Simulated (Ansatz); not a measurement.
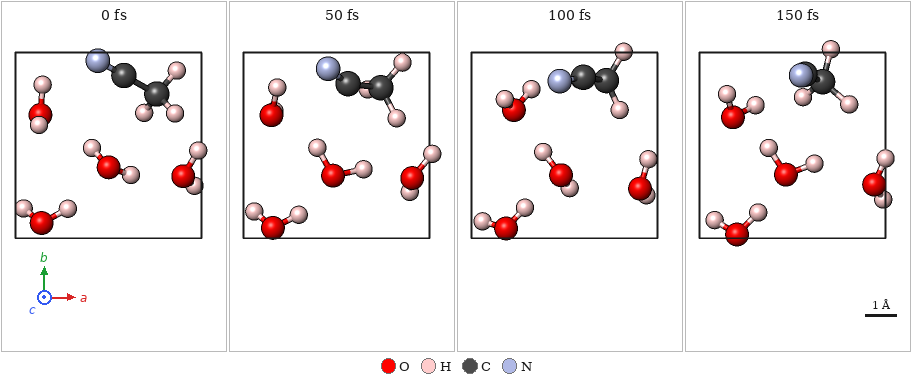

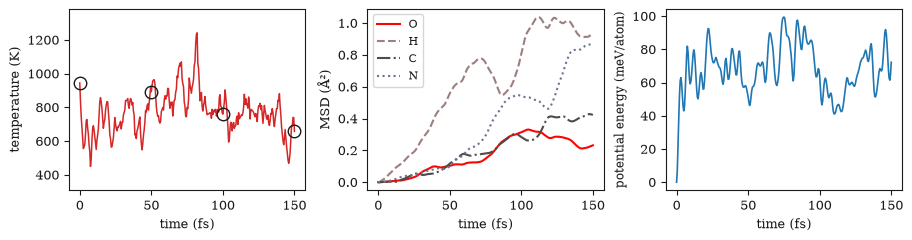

First-principles dynamics of a periodic cell with 4 H2O + 1 CH3CN at 0.825 g/cm³, 150 fs long. Frames and the history of the run. The picture is a ball-and-stick view of the simulation cell, seen along the c axis. Atoms that leave the cell re-enter on the other side.

All numbers below come from Ansatz 0.2.0, DFT PBE-D3(BJ), scalar-relativistic, plane waves, PAW. Run with plane-wave cutoff 420 eV; k-point mesh 1 × 1 × 1; Fermi-Dirac smearing 0.05 eV; low-accuracy preset; Langevin thermostat (NVT); set temperature 1000 K; time step 0.5 fs; friction 0.02 per fs.

Describe the run.

Root-mean-square distances from the starting positions over the second half, with the common drift of all atoms taken out: H 0.93 Å, N 0.77 Å, C 0.57 Å, O 0.52 Å. The heavy atoms stay within a fraction of a molecule's size of their starting places; so short a run doesn't tell a liquid from a solid. Over the second half the temperature averages 777 K (spread ±118 K). The potential energy in the second half lies on average 68.6 meV per atom above the first frame.

Limits of the set-up: the program's low-accuracy preset was used; the periodic images lie only 6.1 Å apart, so the values are limited by the cell's size.
